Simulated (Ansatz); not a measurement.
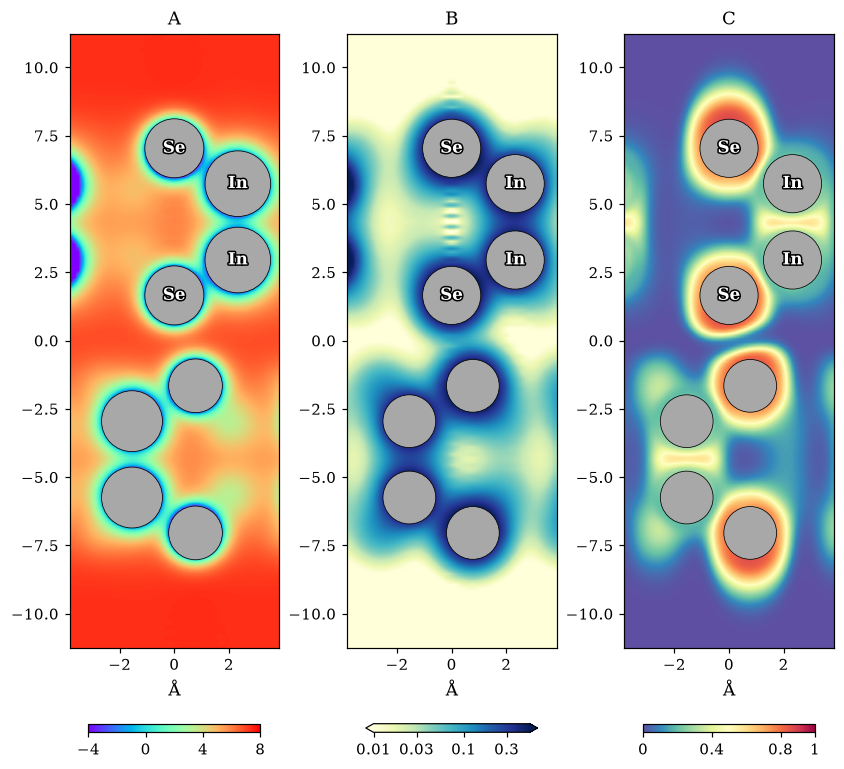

InSe (slab): 3 fields on the (110) plane of the calculation cell, a cut from vacuum to vacuum, with unlabelled colour scales. Grey discs cover the atomic cores.

PAW files of the earlier set (soft_1).

These are results of Ansatz, DFT PBE+D3(BJ), scalar-relativistic, plane waves, PAW, not measurements.

```cif
data_structure
_symmetry_space_group_name_H-M 'P 1'
_symmetry_Int_Tables_number 1
_cell_length_a 4.0266
_cell_length_b 4.0266
_cell_length_c 28.2707
_cell_angle_alpha 90.000
_cell_angle_beta 90.000
_cell_angle_gamma 120.000
_cell_volume 396.96
loop_
_atom_site_label
_atom_site_type_symbol
_atom_site_fract_x
_atom_site_fract_y
_atom_site_fract_z
_atom_site_occupancy
Se1 Se 0.00000 0.00000 0.15918 1
In1 In 0.66667 0.33333 0.20500 1
In2 In 0.66667 0.33333 0.30385 1
Se2 Se 0.00000 0.00000 0.34967 1
Se3 Se 0.00000 0.22222 0.46675 1
In3 In 0.33333 0.88889 0.51257 1
In4 In 0.33333 0.88889 0.61142 1
Se4 Se 0.00000 0.22222 0.65724 1
```

**Match the panels to the quantities (electron localisation function, electrostatic potential energy of an electron and valence pseudo-density).**

Panel A: electrostatic potential energy of an electron (low next to the atoms, rising into the space between them). Panel B: valence pseudo-density. Panel C: electron localisation function. From the grid: In–Se (2.66 Å): ρ at the midpoint is about 0.39 e/Å³; the ELF is about 0.50 at the midpoint. In–In (2.79 Å): the density is about 0.33 e/Å³ at the midpoint; the ELF reaches about 0.55 near the midpoint.
